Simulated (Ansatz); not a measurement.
**Geometry relaxation, with input and output: Al$_{2}$GaN$_{3}$ (part 2 of 2)**

Continued. System: Al$_{2}$GaN$_{3}$ (6 atoms in the cell). Method: DFT r2SCAN, scalar-relativistic, plane waves, PAW, no spin polarisation (Ansatz 0.2.0); cutoff 500 eV, 10×10×10 k-mesh, Gaussian smearing of 0.02 eV. The structure derives from a Materials Project entry. It belongs to a series of runs on one base structure; here: superlattice of 2 and 1 planes along [0 0 1].

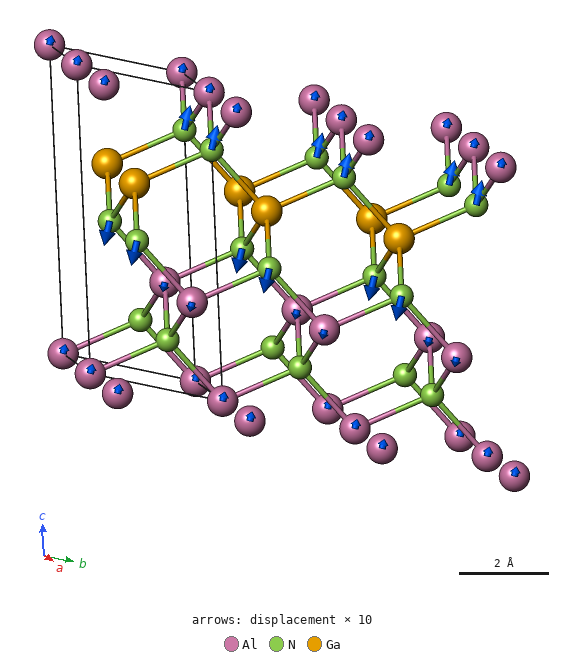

Figure 1. The starting structure with the displacements as blue arrows, magnified 10 times (ball-and-stick view of the cell of the calculation, repeated 2 × 3 × 1, seen slightly off an axis). The largest moves relative to the cell, 0.058 Å, are those of N3 and N6. By element the largest moves are N 0.058 Å, Al 0.023 Å. Ga stays in place. The drawn cell changes at constant volume: a = b 3.120 → 3.123 Å (+0.1 %), c 6.977 → 6.965 Å (−0.2 %). Among the contacts that change: Ga5–N6 1.911 → 1.945 Å, Al1–N6 1.911 → 1.890 Å, Al1–N4 1.911 → 1.897 Å. Among the angles that change: N3–Ga5–N3 109.5° → 106.8°, Ga5–N3–Ga5 109.5° → 106.8°. The space group stays I-4m2 (No. 119). After 3 geometry steps the energy has fallen by 12.1 meV per atom. Largest force component: 1.3 eV/Å at the start, 0.001 eV/Å at the end. The pressure goes from 0.35 to −0.01 GPa. A last SCF at the same geometry on a re-selected plane-wave basis shifts the energy by +0.0 meV per atom. (Atoms are counted from 1 in the order of the input.)

```
basis re-selected at this cell: Δ(F+E_penalty+E_count) = +2.190e-6 eV, ΔP = -0.001 GPa vs the last step (what re-selecting the basis moved, of the pressure what is left beyond the Pulay correction that the steps carried, after the strain that the cell walked since its last selection, with what the two solves' SCF thresholds leave and, on support functions, any second-order correction that the steps lacked; it is no measure of the basis error at this ecutwfc). This SCF's stress stands 4.05e-2 GPa from its target on what of the cell is left free (relax.cell.stress_tol is 5.00e-2 GPa) and its largest allowed force component is 1.03e-3 eV/Å (relax.f_tol is 1.00e-2 eV/Å): within both
SCF converged after 4 iterations
Free energy (F): -6033.239190 eV
Harris-Foulkes:  -6033.239190 eV  (|F-HF|=4.61e-10)
Internal energy: -6033.239190 eV  (E = F + TS)
E sigma→0 (E₀):  -6033.239190 eV
Fermi energy:    9.618187 eV
--- Per-component energies (eV) ---
  E_band       = -3.729055
  E_kinetic    = 567.984073
  E_local      = -2988.819782  (includes V_loc(G=0)·N_el)
  E_nonlocal   = 584.974308
  E_hartree    = 1346.267546
  E_xc         = -319.441234
  E_vxc        = -381.897735  (∫ρ·V_xc dr)
  E_paw        = -3342.107825  (= ΣΔE_a)
  E_vpaw       = -499.147163  (= ΣTr[D̂ρ^β])
  E_aug_tail   = 0.000020  (compensation charges beyond the density's cutoff)
  E_vtau       = 20.641955  (kinetic-family band-sum trace: ∫τ·v_τ [+ j·A + Jᵃ·Aᵃ] dr)
  E_ewald      = -1881.234317
  E_core_change = -0.861980  (= ΣΔE_core)
  E_smearing   = -0.000000  (= −TS)
  E_closure    = 0.000000  (closes the sum)
  Σ components = -6033.239190   (vs F -6033.239190, Δ=0.00e0)
--- Forces (eV/Å), atoms counted from 1 ---
  atom   1  Al    -0.00000000     0.00000000     0.00006462
  atom   2  Al     0.00000000    -0.00000000    -0.00006462
  atom   3  N      0.00000000    -0.00000000    -0.00103139
  atom   4  N     -0.00000000    -0.00000000     0.00000000
  atom   5  Ga     0.00000000     0.00000000    -0.00000000
  atom   6  N     -0.00000000     0.00000000     0.00103139
  max |Σ_I F_I| component: 1.52e-16 eV/Å
--- Stress (GPa, compression-positive) ---
        0.010085       0.000000       0.000000
        0.000000       0.010085      -0.000000
        0.000000      -0.000000      -0.040524
  P = ⅓ Tr σ = -0.0068 GPa (-0.068 kbar)
--- Band table (eV; the first three rows and the last of 102) ---
  k-point 0: bands = ["-8.4303", "-7.3039", "-6.5644", "-5.5494", "-5.5494", "-5.4486", "-5.3261", "-4.9858", "3.0150", "3.8760", "5.8226", "5.8226", "6.0767", "6.0767", "7.6021", "7.7277", "7.7277", "11.5086", "12.9394", "13.0902", "16.8366", "17.3269", "19.7773"]
  k-point 1: bands = ["-8.4104", "-7.3462", "-6.5637", "-5.5494", "-5.5494", "-5.4516", "-5.3261", "-4.9513", "2.8927", "4.0370", "5.7504", "5.7504", "6.1726", "6.1726", "7.4893", "7.7013", "7.7013", "11.6317", "12.5878", "13.4459", "16.7288", "17.4594", "19.7390"]
  k-point 2: bands = ["-8.3514", "-7.4605", "-6.5621", "-5.5494", "-5.5494", "-5.4576", "-5.3261", "-4.8655", "2.6666", "4.3816", "5.6420", "5.6420", "6.3495", "6.3495", "7.1923", "7.6257", "7.6257", "11.9324", "12.2551", "13.7837", "16.5550", "17.7077", "19.7154"]
  k-point 101: bands = ["-6.9133", "-6.9022", "-5.6849", "-5.5403", "-5.3753", "-5.3521", "-4.2244", "-4.2000", "1.9974", "2.8028", "3.3055", "4.1138", "4.6279", "5.1210", "5.1530", "5.3648", "5.4217", "11.9284", "12.4819", "14.4267", "15.7724", "17.7305", "19.4964"]
--- Relaxed structure (4 steps of the walk, 4 accepted, 1 SCFs on fresh bases) ---
  F+E_penalty+E_count = -6033.23919019 eV   max|allowed force component| = 1.031e-3 eV/Å   (the final SCF, on the basis selected at the relaxed cell)
  cell:  # Å, volume = 64.4184 Å³
    - [3.6419362907865394e-20, -3.1227258402585223, 1.1795030962192416e-11]
    - [3.1227258402585223, -3.641936291118131e-20, 1.1795030084241464e-11]
    - [-1.5613629201542134, 1.5613629201542134, 6.606051152734458]
  atoms:
    - { symbol: Al, position: [0.0017338259834565103, 0.001733825983456517, 0.003467651966913014] }
    - { symbol: Al, position: [0.66493284068321, 0.66493284068321, 0.32986568136642025] }
    - { symbol: N, position: [0.7455871458963786, 0.24558714589637887, 0.49117429179275773] }
    - { symbol: N, position: [0.08333333333333334, 0.5833333333333333, 0.16666666666666663] }
    - { symbol: Ga, position: [0.33333333333333326, 0.33333333333333326, 0.6666666666666665] }
    - { symbol: N, position: [0.4210795207702878, 0.9210795207702878, 0.8421590415405757] }
--- Löwdin populations: 6 sites ---
  site symbol       q [e]
     0     Al      1.8603
     1     Al      1.8603
     2      N      5.9167
     3      N      6.0598
     4     Ga     12.2141
     5      N      5.9167
  spilling = 0.005063 (of n_electrons = 34.000000)
```

File populations.tsv:
```
# site	symbol	l	j	q
# orbitals = lowdin
# n_electrons = 34.000000
# spilling = 0.005063
0	Al	0_3S	-	0.544361
0	Al	1_3P	-	1.315902
1	Al	0_3S	-	0.544361
1	Al	1_3P	-	1.315902
2	N	0_2S	-	1.407625
2	N	1_2P	-	4.509045
3	N	0_2S	-	1.405638
3	N	1_2P	-	4.654206
4	Ga	0_4S	-	0.789154
4	Ga	1_4P	-	1.446055
4	Ga	2_3D	-	9.978929
5	N	0_2S	-	1.407625
5	N	1_2P	-	4.509045
```

Trajectory as extended XYZ (Å, eV, eV/Å), 5 frames, from step=1 to step=5:
```
6
Lattice="0.0000 -3.1201 0.0000 3.1201 0.0000 0.0000 -1.5600 1.5600 6.6187" Properties=species:S:1:pos:R:3:forces:R:3 step=1 energy=-6033.16651 pressure_GPa=0.35
Al    0.0000    0.0000    0.0000    0.0000   0.0000  -0.0316
Al    1.5600   -1.5600    2.2062    0.0000   0.0000   0.0316
N     0.0000   -1.5600    3.3094    0.0000   0.0000  -1.2675
N     1.5600    0.0000    1.1031    0.0000   0.0000   0.0000
Ga    0.0000    0.0000    4.4125    0.0000   0.0000   0.0000
N     1.5600    0.0000    5.5156    0.0000   0.0000   1.2675
6
Lattice="0.0000 -3.1225 0.0000 3.1225 0.0000 0.0000 -1.5612 1.5612 6.6149" Properties=species:S:1:pos:R:3:forces:R:3 step=2 energy=-6033.22646 pressure_GPa=-0.16
Al    0.0000    0.0000    0.0157    0.0000   0.0000  -0.0878
Al    1.5612   -1.5612    2.1893    0.0000   0.0000   0.0878
N     0.0000   -1.5612    3.2733    0.0000   0.0000  -0.5477
N     1.5612    0.0000    1.1025    0.0000   0.0000   0.0000
Ga    0.0000    0.0000    4.4099    0.0000   0.0000   0.0000
N     1.5612    0.0000    5.5465    0.0000   0.0000   0.5477
6
Lattice="0.0000 -3.1209 0.0000 3.1209 0.0000 0.0000 -1.5605 1.5605 6.6091" Properties=species:S:1:pos:R:3:forces:R:3 step=3 energy=-6033.23914 pressure_GPa=0.14
Al    0.0000    0.0000    0.0223    0.0000   0.0000   0.0117
Al    1.5605   -1.5605    2.1807    0.0000   0.0000  -0.0117
N     0.0000   -1.5605    3.2468    0.0000   0.0000  -0.0064
N     1.5605    0.0000    1.1015    0.0000   0.0000   0.0000
Ga    0.0000    0.0000    4.4061    0.0000   0.0000   0.0000
N     1.5605    0.0000    5.5654    0.0000   0.0000   0.0064
6
Lattice="0.0000 -3.1227 0.0000 3.1227 0.0000 0.0000 -1.5614 1.5614 6.6061" Properties=species:S:1:pos:R:3:forces:R:3 step=4 energy=-6033.23919 pressure_GPa=-0.01
Al    0.0000    0.0000    0.0229    0.0000   0.0000   0.0000
Al    1.5614   -1.5614    2.1791    0.0000   0.0000   0.0000
N     0.0000   -1.5614    3.2447    0.0000   0.0000  -0.0010
N     1.5614    0.0000    1.1010    0.0000   0.0000   0.0000
Ga    0.0000    0.0000    4.4040    0.0000   0.0000   0.0000
N     1.5614    0.0000    5.5633    0.0000   0.0000   0.0010
6
Lattice="0.0000 -3.1227 0.0000 3.1227 0.0000 0.0000 -1.5614 1.5614 6.6061" Properties=species:S:1:pos:R:3:forces:R:3 step=5 energy=-6033.23919 pressure_GPa=-0.01
Al    0.0000    0.0000    0.0229    0.0000   0.0000   0.0001
Al    1.5614   -1.5614    2.1791    0.0000   0.0000  -0.0001
N     0.0000   -1.5614    3.2447    0.0000   0.0000  -0.0010
N     1.5614    0.0000    1.1010    0.0000   0.0000   0.0000
Ga    0.0000    0.0000    4.4040    0.0000   0.0000   0.0000
N     1.5614    0.0000    5.5633    0.0000   0.0000   0.0010
```

The run was set up as follows.

The input:
```yaml
crystal:
  lattice:
    - [0.0, -3.1200999421, 0.0]
    - [3.1200999421, 0.0, 0.0]
    - [-1.5600499711, 1.5600499711, 6.6187314812]
  atoms:
    - { symbol: Al, position: [0.0, 0.0, 0.0] }
    - { symbol: Al, position: [0.6666666667, 0.6666666667, 0.3333333333] }
    - { symbol: "N", position: [0.75, 0.25, 0.5] }
    - { symbol: "N", position: [0.0833333333, 0.5833333333, 0.1666666667] }
    - { symbol: Ga, position: [0.3333333333, 0.3333333333, 0.6666666667] }
    - { symbol: "N", position: [0.4166666667, 0.9166666667, 0.8333333333] }
basis:
  ecutwfc: 500
kpoints:
  mp_grid: { grid: [10, 10, 10] }
hamiltonian:
  xc: r2scan
scf:
  occupations: { method: gaussian, width: 0.02 }
output:
  forces: true
  stress: true
  eigenvalues: true
  populations: true
relax:
  adjacent_minimum: "off"
  f_tol: 0.01
  max_steps: 45
  cell: { stress_tol: 0.05 }
```

Launched with:
```bash
ansatz run input.yaml --threads 2 --pin off --max-ram 5120MiB --backend cpu --events-out ev --progress --plain --runs-dir out
```

Key numbers:

```tsv
quantity	value
outcome	converged
space group (tolerance 0.01 Å)	I-4m2 (119)
electrons treated	34
free energy	−6033.2392 eV
Fermi energy	9.618 eV
gap on the k-point mesh	3.78 eV
pressure	−0.01 GPa
final volume	64.42 Å³
largest force (length of the vector) at the end	0.001 eV/Å
final cell	a = 3.123 Å, b = 3.123 Å, c = 6.965 Å, α = 102.95°, β = 102.95°, γ = 90.00°
hardware	2 threads of Intel Xeon Gold (Sapphire Rapids), 64 GiB of memory available, shared host
wall time	40 s (CPU time 78 s)
peak memory	0.59 GiB
```
